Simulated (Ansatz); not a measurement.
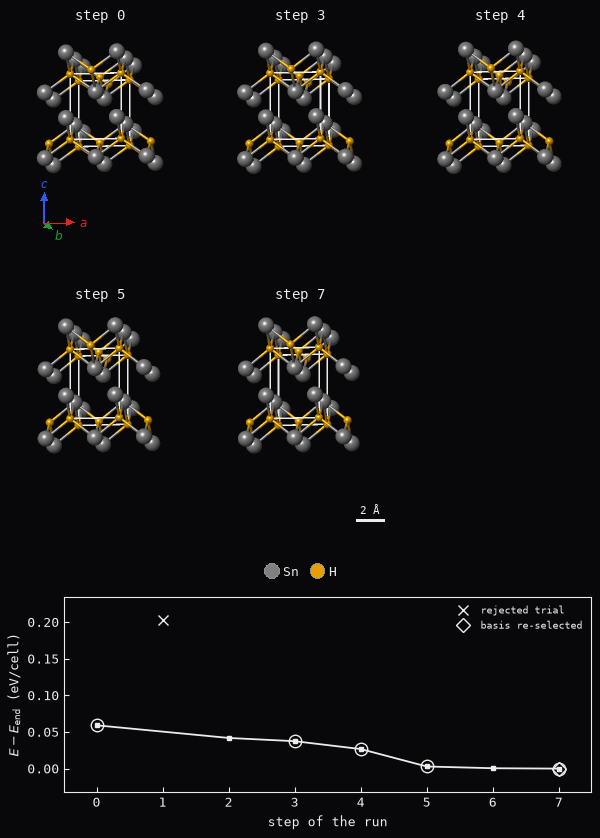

Frames of a relaxation of a crystal of SnH (built on the litharge_129 type) (coarse preliminary run), marked on the history of the run. Style: ball-and-stick. Shown: the cell of the calculation, from a free direction.

Case: litharge type (P4/nmm, No. 129).

All numbers below come from DFT PBE, scalar-relativistic, plane waves, PAW in Ansatz.

Input
```yaml
crystal:
  lattice:
    - [3.7180862901, 0.0, 0.0]
    - [0.0, 3.7180862901, 0.0]
    - [0.0, 0.0, 4.7726754628]
  atoms:
    - { symbol: Sn, position: [0.0, 0.5, 0.2740550578] }
    - { symbol: Sn, position: [0.5, 0.0, 0.7259449422] }
    - { symbol: H, position: [0.0, 0.0, 0.0] }
    - { symbol: H, position: [0.5, 0.5, 0.0] }
basis:
  ecutwfc: 420
kpoints:
  mp_grid: { grid: [6, 6, 4] }
hamiltonian:
  xc: pbe
scf:
  occupations: { method: gaussian, width: 0.1 }
  lower_state_search: "off"
output:
  forces: true
  stress: true
  eigenvalues: true
relax:
  adjacent_minimum: "off"
  f_tol: 0.04
  max_steps: 70
  cell: { stress_tol: 0.4 }
```

Launched with:
```bash
ansatz run input.yaml --threads 1 --pin off --max-ram 2560MiB --backend cpu --events-out ev --progress --plain --runs-dir out
```

What happens along the run?

The energy falls by 59.2 meV per cell of the calculation in 5 accepted moves (7 points after the start). The largest force component goes from 0.28 to 0.017 eV/Å. Pressure: −0.55 GPa at the start and 0.01 GPa at the end. The line search rejected the trial step at point 1 of the run. The SCF was repeated once at an unchanged geometry on a basis and grid sized afresh for the cell, which shifted the energy by 0.5 meV per cell of the calculation at most. The largest moves relative to the cell, 0.026 Å, are those of Sn1 and Sn2. Sn2 goes along −c. H stays in place. The drawn cell changes as follows: a = b 3.718 → 3.565 Å (−4.1 %), c 4.773 → 5.108 Å (+7.0 %); the volume changes by −1.6 %. Some distances before and after: Sn1–H3 2.273 → 2.283 Å. The space group stays P4/nmm (No. 129). From step 0 to 3: Sn atoms move most (0.04 Å), volume −1.2 %, energy −21.7 meV per cell of the calculation. From step 3 to 4: energy −10.7 meV per cell of the calculation. From step 4 to 5: volume −0.3 %, energy −23.8 meV per cell of the calculation. From step 5 to 7: energy −2.9 meV per cell of the calculation.

```
step  E − E(0), meV/atom  largest force component, eV/Å  pressure, GPa  volume, Å³/atom                      note
   0                0.00                         0.2750          -0.55           16.495                          
   1               35.78                         0.9200           2.01           15.612                  rejected
   2               -4.32                         0.0748          -0.38           16.335                          
   3               -5.43                         0.0430          -0.18           16.299                          
   4               -8.11                         0.0304          -0.19           16.298                          
   5              -14.06                         0.0296          -0.07           16.244                          
   6              -14.66                         0.0171           0.01           16.232                          
   7              -14.79                         0.0170           0.01           16.232  same geometry, new basis
```
